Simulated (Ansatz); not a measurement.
**Geometry relaxation of TaN (part 2 of 2)**

Continued. System: TaN (P6₃/mmc, 4 atoms in the cell). Method: DFT, PBE, PAW with Ansatz's default frozen-core files, scalar-relativistic, no spin polarisation (Ansatz 0.2.0); cutoff 420 eV, 11×11×6 k-mesh, Fermi–Dirac smearing of 0.05 eV. The structure was built on a prototype by a generator; it need not be a known phase. Its volume is 0.78 times that of the source entry. It belongs to a series of runs on one base structure; here: NiAs relaxed under pressure, PAW files.

Geometry of the input (Å; fractional positions):
```
2.9256  0.0000  0.0000
-1.4628  2.5337  0.0000
0.0000  0.0000  4.5347
Ta 0.0000  0.0000  0.0000
Ta 0.0000  0.0000  0.5000
N  0.3333  0.6667  0.2500
N  0.6667  0.3333  0.7500
```

### Log, continued
```
relax step   8: F+E_penalty+E_count = -20632.72823547 eV  Δ(F+E_penalty+E_count) = -8.732e-2 eV  max|allowed force component| = 5.551e-17 eV/Å  Δτ_max = 0.0000 Å  P = +142.142 GPa  Ω = 33.836 Å³  stress off target by 6.18e0 GPa  SCF on the basis re-selected at this cell (its energy is not comparable with the rows above)  (7 SCF iters)
basis re-selected at this cell: Δ(F+E_penalty+E_count) = -8.732e-2 eV, ΔP = +2.188 GPa vs the last step (what re-selecting the basis moved, of the pressure what is left beyond the Pulay correction that the steps carried, after the strain that the cell walked since its last selection, with what the two solves' SCF thresholds leave and, on support functions, any second-order correction that the steps lacked; it is no measure of the basis error at this ecutwfc). The dense FFT grid was sized anew with the basis: this SCF ran on 18×18×40 points, the steps before it on 20×20×32, so part of this shift can come from that change (see relax.cell in the input reference). This SCF's stress stands 6.18e0 GPa from its target on what of the cell is left free (relax.cell.stress_tol is 7.00e-2 GPa) and its largest allowed force component is 5.55e-17 eV/Å (relax.f_tol is 5.00e-3 eV/Å): not within both, so this SCF does not close the relaxation
Crystal: 4 atoms, lattice volume = 33.905 Å³
iter 1 solved again at ethr=1.35e-6 eV; its pass at ethr=3.10e-3 eV (dr2=4.88e-4 eV) is discarded
SCF iter   1: F=—  HF=-20632.791258 eV  |F-HF|=—  |Δ(HF+E_count)|=         —  Δρ=1.26e-3  dr2=5.40e-4  ethr=1.35e-6  ⟨swp⟩=2.1  Hψ=8944  notcnv=0
preconditioner: auto → Kerker (q_TF=auto, 2.756 Å⁻¹)  [metal: Δε(μ)=0.069 eV  Ē_g=21.313 eV  σ=0.050 eV  W_gap=0.33  n_scr=10 (ndim 8)  ℏωp=36.0 eV  f_vac=0.000  D(μ)=0.87/eV (n_scr^D=2)]
SCF iter   2: F=—  HF=-20632.791123 eV  |F-HF|=—  |Δ(HF+E_count)|=   1.35e-4  Δρ=6.02e-4  dr2=1.30e-4  ethr=1.35e-6  ⟨swp⟩=2.2  Hψ=1802  notcnv=0
SCF iter   3: F=—  HF=-20632.791105 eV  |F-HF|=—  |Δ(HF+E_count)|=   1.85e-5  Δρ=1.96e-4  dr2=1.67e-5  ethr=3.62e-7  ⟨swp⟩=2.8  Hψ=2440  notcnv=0
SCF iter   4: F=-20632.791098 eV  HF=-20632.791098 eV  |F-HF|=2.25e-8  |Δ(HF+E_count)|=   6.48e-6  Δρ=3.78e-5  dr2=2.37e-7  ethr=1.11e-9  ⟨swp⟩=5.0  Hψ=7584  notcnv=0
SCF 9 converged in 4 iterations: F = -20632.791098 eV  dr2 = 2.37e-7
relax step   9: F+E_penalty+E_count = -20632.79109805 eV  Δ(F+E_penalty+E_count) = -6.286e-2 eV  max|allowed force component| = 2.961e-16 eV/Å  Δτ_max = 0.0000 Å  P = +139.952 GPa  Ω = 33.905 Å³  energy of the carried Pulay correction = -2.549e-4 eV  (4 SCF iters, dr2 threshold 4.00e-7 eV, accepted)
Crystal: 4 atoms, lattice volume = 33.903 Å³
iter 1 solved again at ethr=1.91e-9 eV; its pass at ethr=3.10e-3 eV (dr2=6.89e-7 eV) is discarded
SCF iter   1: F=—  HF=-20632.789028 eV  |F-HF|=—  |Δ(HF+E_count)|=         —  Δρ=4.59e-5  dr2=7.44e-7  ethr=1.91e-9  ⟨swp⟩=2.0  Hψ=8735  notcnv=0
preconditioner: auto → Kerker (q_TF=auto, 2.756 Å⁻¹)  [metal: Δε(μ)=0.072 eV  Ē_g=11.270 eV  σ=0.050 eV  W_gap=0.34  n_scr=10 (ndim 8)  ℏωp=28.5 eV  f_vac=0.000  D(μ)=0.89/eV (n_scr^D=2)]
SCF iter   2: F=—  HF=-20632.789059 eV  |F-HF|=—  |Δ(HF+E_count)|=   3.05e-5  Δρ=2.91e-5  dr2=3.22e-7  ethr=1.91e-9  ⟨swp⟩=1.1  Hψ=1415  notcnv=0
SCF iter   3: F=-20632.789059 eV  HF=-20632.789059 eV  |F-HF|=9.54e-9  |Δ(HF+E_count)|=   1.00e-7  Δρ=7.04e-6  dr2=1.41e-8  ethr=7.04e-11  ⟨swp⟩=3.1  Hψ=6297  notcnv=0
SCF 10 converged in 3 iterations: F = -20632.789059 eV  dr2 = 1.41e-8
relax step  10: F+E_penalty+E_count = -20632.78905856 eV  Δ(F+E_penalty+E_count) = +2.039e-3 eV  max|allowed force component| = 5.921e-16 eV/Å  Δτ_max = 0.0000 Å  P = +139.999 GPa  Ω = 33.903 Å³  energy of the carried Pulay correction = -2.449e-4 eV  (3 SCF iters, dr2 threshold 2.53e-8 eV, accepted)
iter 1 solved again at ethr=2.20e-8 eV; its pass at ethr=3.10e-3 eV (dr2=7.91e-6 eV) is discarded
SCF iter   1: F=—  HF=-20632.789349 eV  |F-HF|=—  |Δ(HF+E_count)|=         —  Δρ=3.16e-5  dr2=5.94e-8  ethr=2.20e-8  ⟨swp⟩=4.1  Hψ=11155  notcnv=0
SCF iter   2: F=—  HF=-20632.789379 eV  |F-HF|=—  |Δ(HF+E_count)|=   3.00e-5  Δρ=1.56e-5  dr2=1.01e-8  ethr=1.65e-10  ⟨swp⟩=2.0  Hψ=2231  notcnv=0
SCF iter   3: F=—  HF=-20632.789379 eV  |F-HF|=—  |Δ(HF+E_count)|=   1.99e-8  Δρ=4.57e-6  dr2=1.15e-9  ethr=2.82e-11  ⟨swp⟩=2.6  Hψ=2178  notcnv=0
SCF iter   4: F=-20632.789379 eV  HF=-20632.789379 eV  |F-HF|=2.55e-11  |Δ(HF+E_count)|=   1.68e-9  Δρ=3.31e-7  dr2=3.00e-11  ethr=1.00e-12  ⟨swp⟩=3.7  Hψ=6206  notcnv=0
SCF 11 converged in 4 iterations: F = -20632.789379 eV  dr2 = 3.00e-11
relax step  11: F+E_penalty+E_count = -20632.78937861 eV  Δ(F+E_penalty+E_count) = -3.200e-4 eV  max|allowed force component| = 6.384e-16 eV/Å  Δτ_max = 0.0000 Å  P = +140.004 GPa  Ω = 33.903 Å³  stress off target by 2.94e-2 GPa  SCF on the basis re-selected at this cell (its energy is not comparable with the rows above)  (4 SCF iters)
```

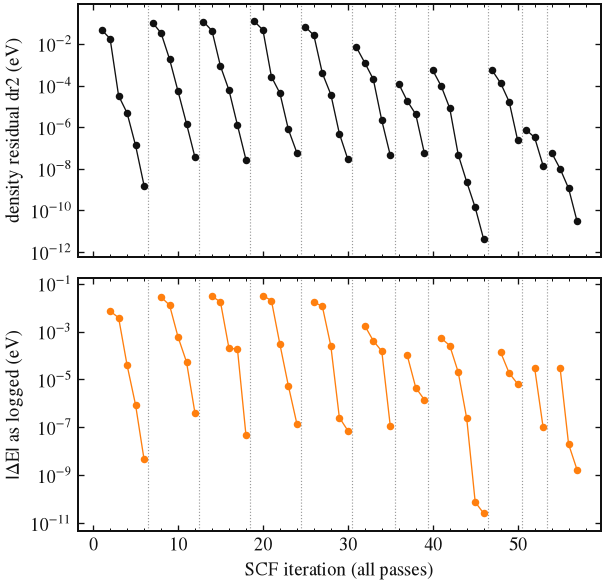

Figure 1. Convergence of the self-consistent field: density residual dr2 and size of the energy change against the SCF iteration. The dotted lines part the SCF passes of the relaxation: geometry steps, rejected trials and re-solves on a re-selected basis. The 11 passes take 3 to 7 iterations each, 57 in all.

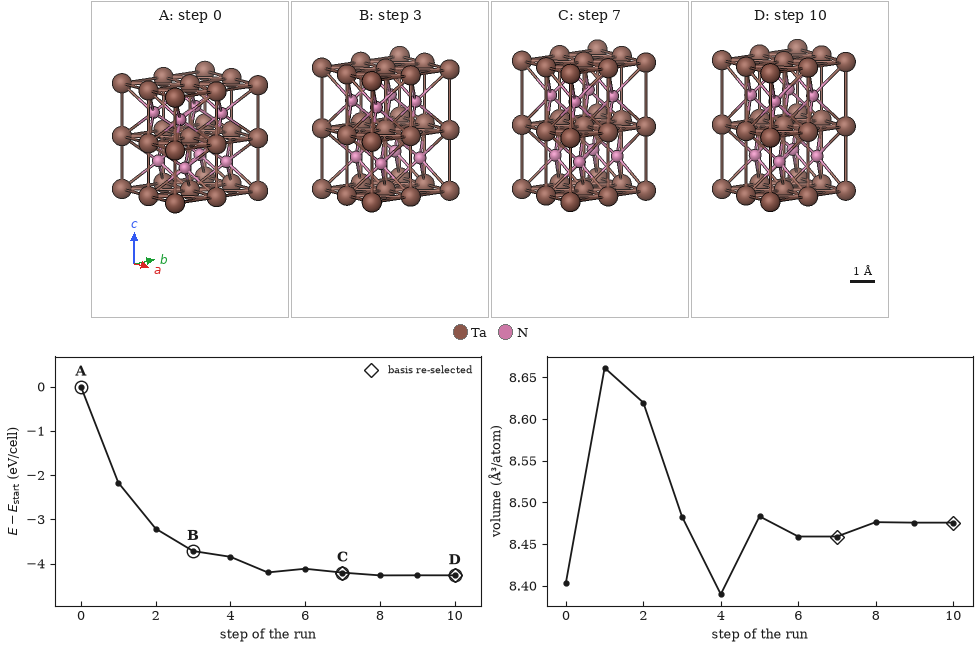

Figure 2. Frames of the relaxation (ball-and-stick view of the cell of the calculation, repeated 2 × 2 × 1, seen slightly off an axis) above the curves, on which the letters mark them (the first geometry is step 0 here and step 1 in the log).

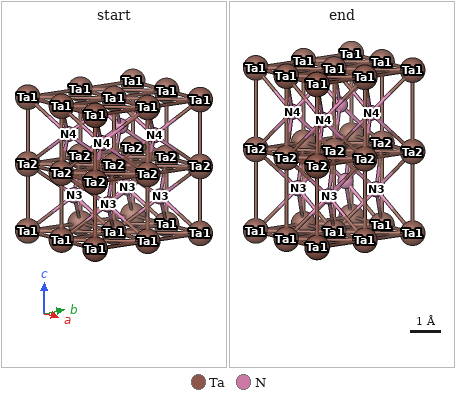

Figure 3. Before (left) and after (right) the relaxation, at one scale (ball-and-stick view of the cell of the calculation, repeated 2 × 2 × 1, seen slightly off an axis). After 8 geometry steps the energy has fallen by 4.265 eV per cell of the calculation. All forces vanish by symmetry, so only the cell relaxes. The pressure goes from 185.49 to 140.00 GPa. 1 further SCF at an unchanged geometry re-selected the plane-wave basis for the new cell. No atom moves by more than 0.005 Å relative to the cell. Cell: a = b 2.926 → 2.662 Å (−9.0 %), c 4.535 → 5.526 Å (+21.9 %). Volume +0.9 %. Among the contacts that change: Ta1–Ta2 2.267 → 2.763 Å, Ta1–Ta1 2.926 → 2.662 Å, Ta1–N3 2.034 → 2.066 Å. Among the angles that change: Ta1–N4–Ta2 67.7° → 83.9°, Ta1–N4–Ta1 92.0° → 80.2°, Ta1–N4–Ta2 130.9° → 136.3°. The space group stays P6_3/mmc (No. 194). The energy change given includes the shifts at the re-selections in mid-walk, which come without any move. A last SCF at the same geometry on a re-selected plane-wave basis shifts the energy by −0.3 meV per cell of the calculation. (Atoms are counted from 1 in the order of the input.)

```
basis re-selected at this cell: Δ(F+E_penalty+E_count) = -3.200e-4 eV, ΔP = +0.006 GPa vs the last step (what re-selecting the basis moved, of the pressure what is left beyond the Pulay correction that the steps carried, after the strain that the cell walked since its last selection, with what the two solves' SCF thresholds leave and, on support functions, any second-order correction that the steps lacked; it is no measure of the basis error at this ecutwfc). This SCF's stress stands 2.94e-2 GPa from its target on what of the cell is left free (relax.cell.stress_tol is 7.00e-2 GPa) and its largest allowed force component is 6.38e-16 eV/Å (relax.f_tol is 5.00e-3 eV/Å): within both
SCF converged after 4 iterations
Free energy (F): -20632.789379 eV
Harris-Foulkes:  -20632.789379 eV  (|F-HF|=2.55e-11)
Internal energy: -20632.781806 eV  (E = F + TS)
E sigma→0 (E₀):  -20632.785592 eV
Entropy (-TS):   -0.007572 eV (-1.893 meV/atom)
Fermi energy:    26.126623 eV
--- Per-component energies (eV) ---
  E_band       = 98.617523
  E_kinetic    = 1043.872001
  E_local      = -872.297575  (includes V_loc(G=0)·N_el)
  E_nonlocal   = 130.119192
  E_hartree    = 325.934827
  E_xc         = -571.877462
  E_vxc        = -580.619346  (∫ρ·V_xc dr)
  E_paw        = -17055.995185  (= ΣΔE_a)
  E_vpaw       = -274.326947  (= ΣTr[D̂ρ^β])
  E_aug_tail   = 0.000549  (compensation charges beyond the density's cutoff)
  E_ewald      = -3632.538154
  E_smearing   = -0.007572  (= −TS)
  E_closure    = -0.000000  (closes the sum)
  Σ components = -20632.789379   (vs F -20632.789379, Δ=0.00e0)
--- Forces (eV/Å), atoms counted from 1 ---
  atom   1  Ta     0.00000000    -0.00000000     0.00000000
  atom   2  Ta    -0.00000000    -0.00000000     0.00000000
  atom   3  N      0.00000000    -0.00000000     0.00000000
  atom   4  N      0.00000000     0.00000000     0.00000000
  max |Σ_I F_I| component: 1.11e-16 eV/Å
--- Stress (GPa, compression-positive) ---
      139.992026       0.000000      -0.000000
        0.000000     139.992026      -0.000000
       -0.000000      -0.000000     140.029376
  P = ⅓ Tr σ = 140.0045 GPa (1400.045 kbar)
--- Band table (eV; the first three rows and the last of 64) ---
  k-point 0: bands = ["-41.8195", "-41.7228", "-9.8589", "-8.2168", "-7.5112", "-7.5112", "-7.3825", "-7.3825", "6.7739", "10.7379", "15.5322", "20.3132", "20.3132", "20.4936", "22.3010", "23.9928", "23.9928", "25.7339", "25.7339", "26.9502", "26.9502", "28.7897"]
  k-point 1: bands = ["-41.8131", "-41.7293", "-9.7617", "-8.3428", "-7.5027", "-7.5027", "-7.3912", "-7.3912", "6.9984", "10.3570", "15.9486", "20.0934", "20.4530", "20.4530", "22.7025", "23.3679", "23.3679", "26.3584", "26.3584", "27.0499", "27.0499", "28.1175"]
  k-point 2: bands = ["-41.7955", "-41.7471", "-9.4884", "-8.6726", "-7.4794", "-7.4794", "-7.4150", "-7.4150", "7.6184", "9.4902", "16.9202", "19.1943", "20.8649", "20.8649", "22.3924", "22.3924", "23.6696", "26.6319", "27.1872", "27.1872", "27.2953", "27.2953"]
  k-point 63: bands = ["-41.4696", "-41.4696", "-9.4400", "-9.4400", "-8.9576", "-8.9576", "-8.3990", "-8.3990", "9.9535", "9.9535", "17.0991", "17.0991", "19.3217", "19.3217", "20.1812", "20.1812", "25.4775", "25.4775", "29.4613", "29.4613", "30.9740", "30.9740"]
--- Relaxed structure (9 steps of the walk, 9 accepted, 2 SCFs on fresh bases) ---
  F+E_penalty+E_count = -20632.78937861 eV   max|allowed force component| = 6.384e-16 eV/Å   (the final SCF, on the basis selected at the relaxed cell)
  cell:  # Å, volume = 33.9030 Å³
    - [2.6615874336117615, 6.988152150427355e-34, 0.0]
    - [-1.3307937168058808, 2.305002331901213, 0.0]
    - [0.0, 0.0, 5.526200595683736]
  atoms:
    - { symbol: Ta, position: [3.3189922035436507e-35, 5.505507583164923e-37, 1.0168314270784732e-35] }
    - { symbol: Ta, position: [3.208882051880353e-35, -1.651652274949454e-36, 0.5] }
    - { symbol: N, position: [0.3333333333333334, 0.6666666666666669, 0.25] }
    - { symbol: N, position: [0.6666666666666667, 0.3333333333333334, 0.7500000000000001] }
```

### Trajectory as extended XYZ (Å, eV, eV/Å), 11 frames, from step=1 to step=11
```
4
Lattice="2.9256 0.0000 0.0000 -1.4628 2.5337 0.0000 0.0000 0.0000 4.5347" Properties=species:S:1:pos:R:3:forces:R:3 step=1 energy=-20628.52441 pressure_GPa=185.49
Ta    0.0000    0.0000    0.0000    0.0000   0.0000   0.0000
Ta    0.0000    0.0000    2.2674    0.0000   0.0000   0.0000
N     0.0000    1.6891    1.1337    0.0000   0.0000   0.0000
N     1.4628    0.8446    3.4011    0.0000   0.0000   0.0000
4
Lattice="2.9004 0.0000 0.0000 -1.4502 2.5118 0.0000 0.0000 0.0000 4.7557" Properties=species:S:1:pos:R:3:forces:R:3 step=2 energy=-20630.69446 pressure_GPa=148.36
Ta    0.0000    0.0000    0.0000    0.0000   0.0000   0.0000
Ta    0.0000    0.0000    2.3779    0.0000   0.0000   0.0000
N     0.0000    1.6745    1.1889    0.0000   0.0000   0.0000
N     1.4502    0.8373    3.5668    0.0000   0.0000   0.0000
4
Lattice="2.8280 0.0000 0.0000 -1.4140 2.4491 0.0000 0.0000 0.0000 4.9781" Properties=species:S:1:pos:R:3:forces:R:3 step=3 energy=-20631.73428 pressure_GPa=142.23
Ta    0.0000    0.0000    0.0000    0.0000   0.0000   0.0000
Ta    0.0000    0.0000    2.4891    0.0000   0.0000   0.0000
N     0.0000    1.6327    1.2445    0.0000   0.0000   0.0000
N     1.4140    0.8164    3.7336    0.0000   0.0000   0.0000
4
Lattice="2.7437 0.0000 0.0000 -1.3718 2.3761 0.0000 0.0000 0.0000 5.2049" Properties=species:S:1:pos:R:3:forces:R:3 step=4 energy=-20632.24070 pressure_GPa=146.70
Ta    0.0000    0.0000    0.0000    0.0000   0.0000   0.0000
Ta    0.0000    0.0000    2.6024    0.0000   0.0000   0.0000
N     0.0000    1.5841    1.3012    0.0000   0.0000   0.0000
N     1.3718    0.7920    3.9036    0.0000   0.0000   0.0000
4
Lattice="2.6722 0.0000 0.0000 -1.3361 2.3142 0.0000 0.0000 0.0000 5.4266" Properties=species:S:1:pos:R:3:forces:R:3 step=5 energy=-20632.37090 pressure_GPa=148.97
Ta    0.0000    0.0000    0.0000    0.0000   0.0000   0.0000
Ta    0.0000    0.0000    2.7133    0.0000   0.0000   0.0000
N     0.0000    1.5428    1.3567    0.0000   0.0000   0.0000
N     1.3361    0.7714    4.0700    0.0000   0.0000   0.0000
4
Lattice="2.6687 0.0000 0.0000 -1.3344 2.3112 0.0000 0.0000 0.0000 5.5015" Properties=species:S:1:pos:R:3:forces:R:3 step=6 energy=-20632.72426 pressure_GPa=137.60
Ta    0.0000    0.0000    0.0000    0.0000   0.0000   0.0000
Ta    0.0000    0.0000    2.7508    0.0000   0.0000   0.0000
N     0.0000    1.5408    1.3754    0.0000   0.0000   0.0000
N     1.3344    0.7704    4.1262    0.0000   0.0000   0.0000
4
Lattice="2.6649 0.0000 0.0000 -1.3324 2.3079 0.0000 0.0000 0.0000 5.5017" Properties=species:S:1:pos:R:3:forces:R:3 step=7 energy=-20632.64091 pressure_GPa=139.95
Ta    0.0000    0.0000    0.0000    0.0000   0.0000   0.0000
Ta    0.0000    0.0000    2.7508    0.0000   0.0000   0.0000
N     0.0000    1.5386    1.3754    0.0000   0.0000   0.0000
N     1.3324    0.7693    4.1262    0.0000   0.0000   0.0000
4
Lattice="2.6649 0.0000 0.0000 -1.3324 2.3079 0.0000 0.0000 0.0000 5.5017" Properties=species:S:1:pos:R:3:forces:R:3 step=8 energy=-20632.72823 pressure_GPa=142.14
Ta    0.0000    0.0000    0.0000    0.0000   0.0000   0.0000
Ta    0.0000    0.0000    2.7508    0.0000   0.0000   0.0000
N     0.0000    1.5386    1.3754    0.0000   0.0000   0.0000
N     1.3324    0.7693    4.1262    0.0000   0.0000   0.0000
4
Lattice="2.6618 0.0000 0.0000 -1.3309 2.3052 0.0000 0.0000 0.0000 5.5257" Properties=species:S:1:pos:R:3:forces:R:3 step=9 energy=-20632.79110 pressure_GPa=139.95
Ta    0.0000    0.0000    0.0000    0.0000   0.0000   0.0000
Ta    0.0000    0.0000    2.7629    0.0000   0.0000   0.0000
N     0.0000    1.5368    1.3814    0.0000   0.0000   0.0000
N     1.3309    0.7684    4.1443    0.0000   0.0000   0.0000
4
Lattice="2.6616 0.0000 0.0000 -1.3308 2.3050 0.0000 0.0000 0.0000 5.5262" Properties=species:S:1:pos:R:3:forces:R:3 step=10 energy=-20632.78906 pressure_GPa=140.00
Ta    0.0000    0.0000    0.0000    0.0000   0.0000   0.0000
Ta    0.0000    0.0000    2.7631    0.0000   0.0000   0.0000
N     0.0000    1.5367    1.3816    0.0000   0.0000   0.0000
N     1.3308    0.7683    4.1447    0.0000   0.0000   0.0000
4
Lattice="2.6616 0.0000 0.0000 -1.3308 2.3050 0.0000 0.0000 0.0000 5.5262" Properties=species:S:1:pos:R:3:forces:R:3 step=11 energy=-20632.78938 pressure_GPa=140.00
Ta    0.0000    0.0000    0.0000    0.0000   0.0000   0.0000
Ta    0.0000    0.0000    2.7631    0.0000   0.0000   0.0000
N     0.0000    1.5367    1.3816    0.0000   0.0000   0.0000
N     1.3308    0.7683    4.1447    0.0000   0.0000   0.0000
```

### Key numbers

- outcome: converged
- space group (tolerance 0.01 Å): P6₃/mmc (194)
- electrons treated: 36
- free energy: −20632.7894 eV
- Fermi energy: 26.127 eV
- pressure: 140.00 GPa
- final volume: 33.90 Å³
- largest force (length of the vector) at the end: under 0.001 eV/Å
- final cell: a = 2.662 Å, b = 2.662 Å, c = 5.526 Å, α = 90.00°, β = 90.00°, γ = 120.00°
- wall time: 38 s
- peak memory: 0.41 GiB

### Notes

Spin–orbit coupling is left out, which matters for Ta. The cell was relaxed to the target pressure of the input; what is minimised is then the enthalpy E + pV.
